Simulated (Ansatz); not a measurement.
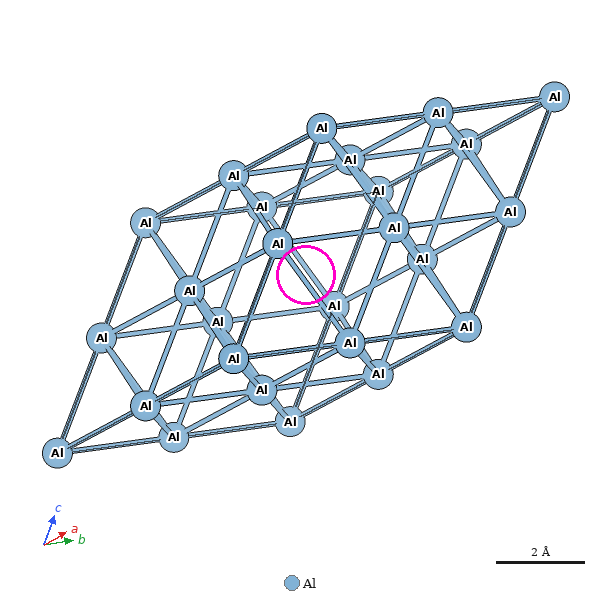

View from a general direction, drawn as a ball-and-stick model. The frame is the supercell; atoms at its boundary are shown with their periodic copies. The host is Al, in a cell of 8 sites, and the cell is neutral. A ring marks the defect's site.

### Identify the point defect.

An aluminium vacancy. Around the empty site lie twelve Al at about 2.9 Å.

The atoms were relaxed in the host's cell with DFT PBE, scalar-relativistic, plane waves, PAW (Ansatz 0.2.0).
